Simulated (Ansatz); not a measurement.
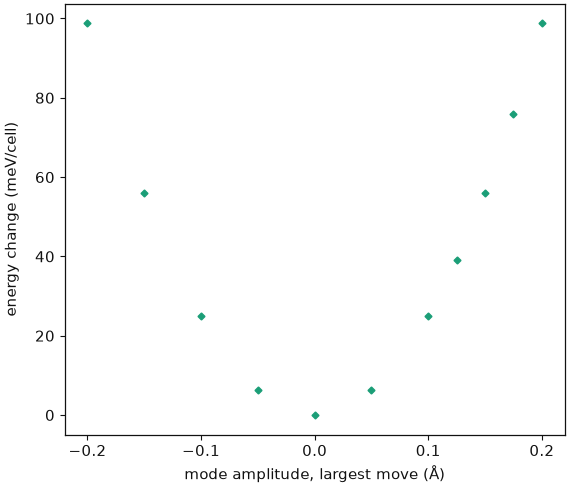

The plot gives the computed energy change against mode amplitude for Ge, space group I4_1/amd (No. 141).

Starting cell:
```yaml
crystal:
  lattice:
    - [-2.56376, 2.56211, 1.39680]
    - [-2.56376, -2.56211, -1.39680]
    - [2.56376, -2.56211, 4.19040]
  atoms:
    - { symbol: Ge, position: [0.56232, 0.75000, 0.31232] }
    - { symbol: Ge, position: [0.06232, 0.75000, 0.81232] }
    - { symbol: Ge, position: [0.43768, 0.25000, 0.68768] }
    - { symbol: Ge, position: [0.93768, 0.25000, 0.18768] }
```

Displacement pattern for amplitude 1 (x, y, z for each atom, in the order of the cell):
```tsv
atom	x	y	z
Ge1	-1.00	0.00	0.00
Ge2	1.00	0.00	0.00
Ge3	1.00	0.00	0.00
Ge4	-1.00	0.00	0.00
```

Computed with Ansatz 0.2.0: a normal mode of the cell frozen into a crystal at growing amplitude, by plane-wave density functional theory with PAW datasets, free energies less that of the undisturbed cell, pressure positive in compression; scalar-relativistic. Level: PBEsol, no spin polarisation.

```tsv
setting	value
wave cutoff	420 eV
k mesh	18×18×18
occupations	Gaussian
smearing width	0.15 eV
k shift	(0, 0, 0) (mesh steps)
start	relaxed
```

The points at mode amplitude −0.15, −0.05, 0.1 and 0.2 follow from computed ones by symmetry.

From this curve and the settings, what does the calculation give for the force along the mode and pressure at the same points?

The force along the mode falls from 0.97 eV/Å at mode amplitude −0.200 Å to −0.97 eV/Å at 0.200 Å, and changes sign near 0.000 Å. The pressure goes from 0.455 GPa at mode amplitude −0.200 Å to 0.455 GPa at 0.200 Å, not monotonically, with a low of −0.012 GPa at 0.000 Å, and changes sign near −0.021 Å and 0.021 Å.

| mode amplitude, largest move (Å) | force along the mode (eV/Å) | pressure (GPa) |
| --- | --- | --- |
| −0.200 | 0.97 | 0.455 |
| −0.150 | 0.74 | 0.247 |
| −0.100 | 0.50 | 0.102 |
| −0.050 | 0.25 | 0.016 |
| 0.000 | 0.00 | −0.012 |
| 0.050 | −0.25 | 0.016 |
| 0.100 | −0.50 | 0.102 |
| 0.125 | −0.62 | 0.167 |
| 0.150 | −0.74 | 0.247 |
| 0.175 | −0.86 | 0.343 |
| 0.200 | −0.97 | 0.455 |
